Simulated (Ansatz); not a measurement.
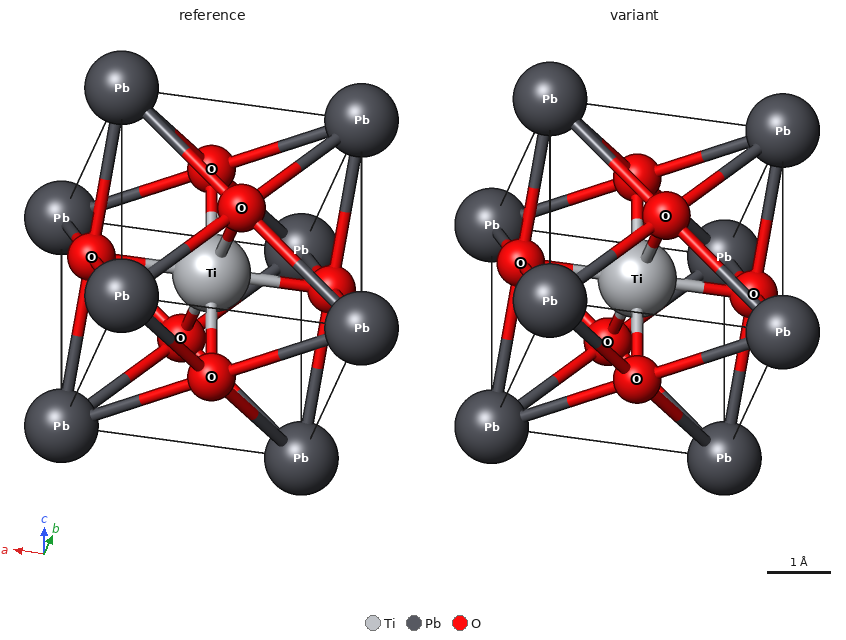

Left: a crystal of TiPbO$_{3}$ (set up in Pm-3m). Right: the same structure after one change, at the same scale. The picture is a ball-and-stick view of the cell of the calculation, seen from a free direction.

Level of theory: DFT PBE, scalar-relativistic, plane waves, PAW (Ansatz 0.2.0). Settings: plane-wave cutoff 420 eV; k-point mesh 8 × 8 × 8; occupations gaussian; smearing width 0.02 eV; no spin polarisation.

Question: What was changed?

Answer: Equal strain along all axes, −3.0 %, is applied. Symmetry leaves the atoms no freedom, so this is a single point.

Question: What does the change do?

Answer: It costs 60.7 meV per atom. Pressure: 0.0 GPa before, 19.4 GPa after. All forces vanish by symmetry. The gap on the k-mesh: 1.66 eV before, 1.52 eV after. Among the bonded contacts that change: O–Pb 2.805 → 2.721 Å, O–Ti 1.983 → 1.924 Å. The space group stays Pm-3m (No. 221).
